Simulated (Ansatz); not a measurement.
# Si$_{32}$O (cell with a defect): what the fields show

```
Si O
1.0
    -5.77692    3.33531    6.36502
     5.77692   -3.33531    6.36502
     3.85128    6.67061   -6.36502
Si O
32 1
Cartesian
  0.0005 2.1930 0.4158
  0.0913 2.3264 6.7884
  3.7808 2.2699 0.3595
  3.9575 2.1696 6.7717
  1.9696 5.5913 0.4270
  7.3769 2.4912 0.5222
  -3.6492 2.2340 6.7627
  1.8749 -0.9567 6.7334
  1.9482 1.1529 3.5631
  1.9451 1.1492 9.9380
  5.7605 1.1291 3.6335
  0.0254 4.4927 3.5812
  3.9647 4.4263 3.5013
  3.8271 4.5155 -2.8354
  -1.9124 1.1455 9.9566
  -1.9001 1.1903 3.6256
  0.0190 2.2594 2.7850
  0.0222 2.2664 9.1598
  3.8706 2.2223 2.7280
  -1.9024 5.6073 2.7746
  1.9903 5.5752 2.8261
  1.8414 5.6521 -3.5025
  1.9440 -1.0817 2.7648
  1.9750 -1.0486 9.1011
  1.9741 1.2371 5.9348
  1.9047 1.0958 -0.4224
  0.0786 4.4042 -0.3649
  -0.0936 4.5104 5.9498
  4.2491 4.2970 5.8404
  3.8601 4.4997 -0.4361
  3.7634 -2.0480 5.9591
  -1.7599 1.1456 5.9914
  3.0232 5.2145 6.3902
```

All numbers below come from DFT PBE, scalar-relativistic, plane waves, PAW (Ansatz 0.2.0).

The density is the valence pseudo-density of a PAW calculation; it isn't the true density close to the nuclei.

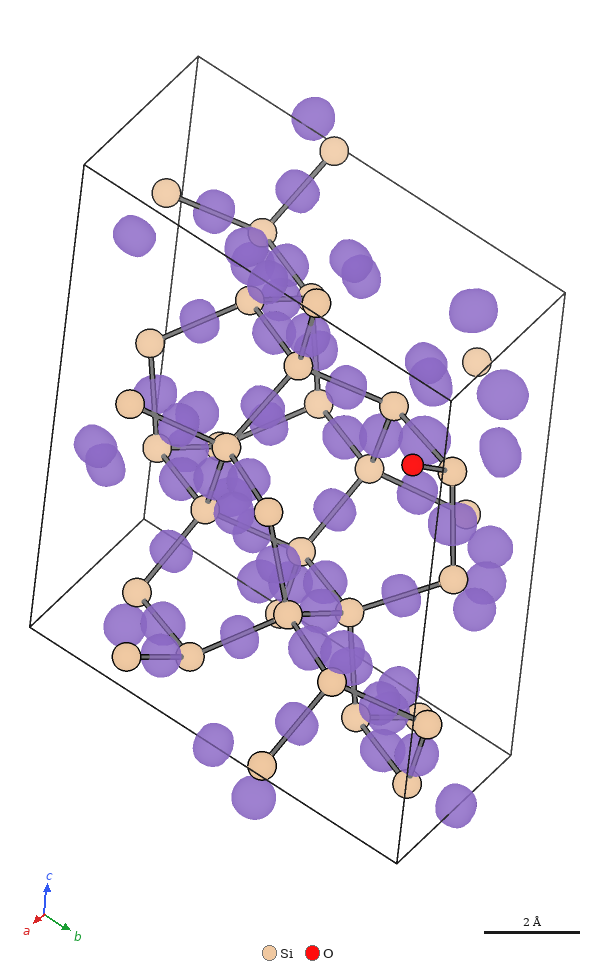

Figure 1. Isosurface of the ELF at 0.9 (purple), seen slightly off an axis. Only the valence region is drawn (cores and ρ < 0.01 e/Å³ removed). Sticks mark near contacts.

Q: Identify the bonds, lone pairs and shells in this picture.

A: The surface consists of 63 regions between bonded Si–Si atoms (shared pairs), counted in one cell of 33 atoms. Any copies at cell faces, edges or corners count once. Along the contacts the grid gives the following. Si–O (1.63 Å): the ELF peaks at about 0.85 between the atoms; a polar covalent bond. Si–Si (2.31 Å): the ELF peaks at about 0.95 between the atoms: localised, covalent bonding.

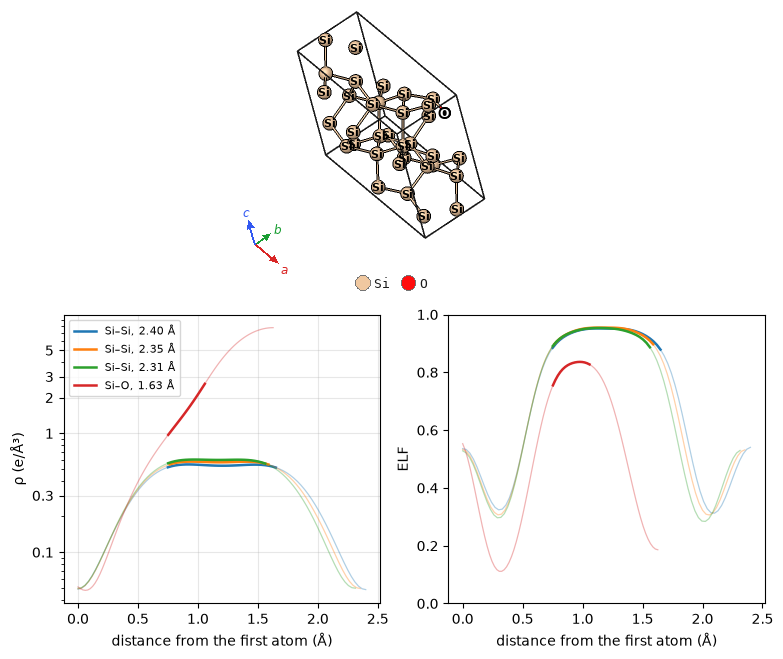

Figure 2. Valence electron density and ELF along straight lines between neighbouring atoms. Thin, pale parts lie inside the atomic spheres. The structure is drawn too.

Q: What kind of bonding do the profiles show?

A: Si–Si (2.40 Å): the density is about 0.53 e/Å³ at the midpoint; the ELF peaks at about 0.95 between the atoms; a shared electron pair.
Si–Si (2.35 Å): the density is about 0.57 e/Å³ at the midpoint; the ELF peaks at about 0.95 between the atoms; a shared electron pair.
Si–Si (2.31 Å): the density is about 0.6 e/Å³ at the midpoint; the ELF peaks at about 0.95 between the atoms, as expected for localised, covalent bonding.
Si–O (1.63 Å): ρ is about 1.2 e/Å³ halfway; the ELF peaks at about 0.85 between the atoms, as expected for a short, strongly polar bond.

Q: Metal or insulator at this level of theory?

A: It is gapped, with a Kohn–Sham gap of 0.90 eV on the k-point mesh (the band edges may lie off the mesh, which would make the gap smaller).
